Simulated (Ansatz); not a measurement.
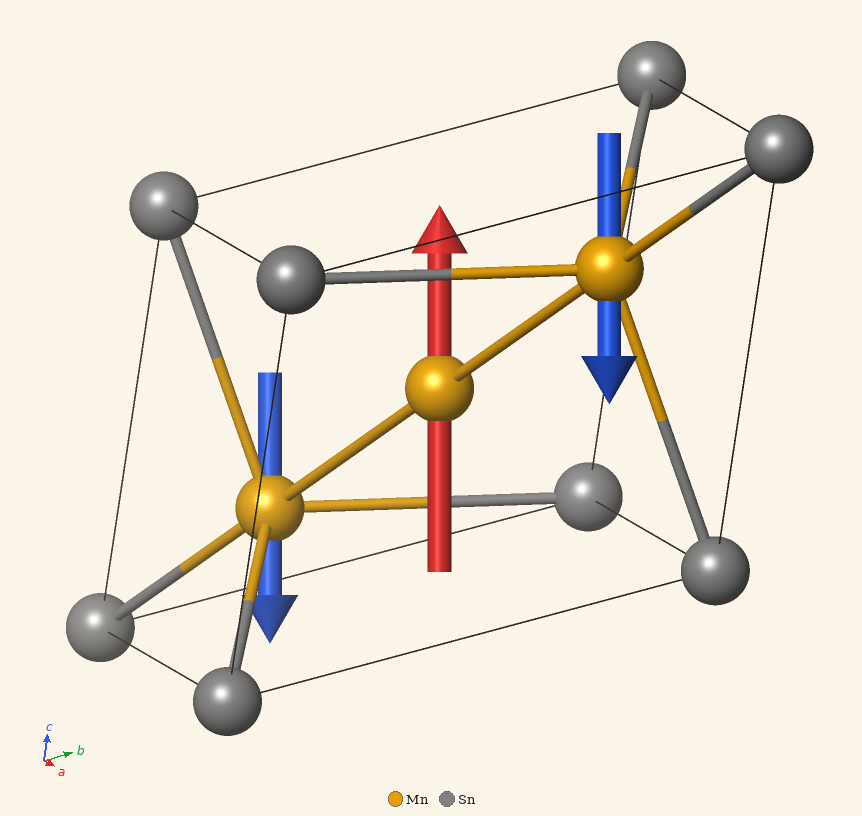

This ball-and-stick model is shown slightly off an axis. The simulation cell is drawn as a box. Arrows are the site magnetic moments above 0.25 μB; longer means larger, and red and blue are up and down (without spin-orbit coupling the axis itself is arbitrary).

This is the state reached for Mn₃Sn. The calculation: Ansatz 0.2.0, DFT PBE, scalar-relativistic, plane waves, PAW, with a 420 eV plane-wave basis, Brillouin-zone sampling on a 14×14×14 mesh, Gaussian smearing of 0.1 eV, collinear spins.

### Classify the order and state the moments.

Ferrimagnetic (within this cell). Site moments: 1 Mn +3.1 μB and 2 Mn −1.1 μB. The net spin moment of the whole cell is 1.0 μB.

Origin of the cell: a structure listed in the Materials Project. What is shown is the relaxed result from Ansatz, DFT PBE, scalar-relativistic, plane waves, PAW.
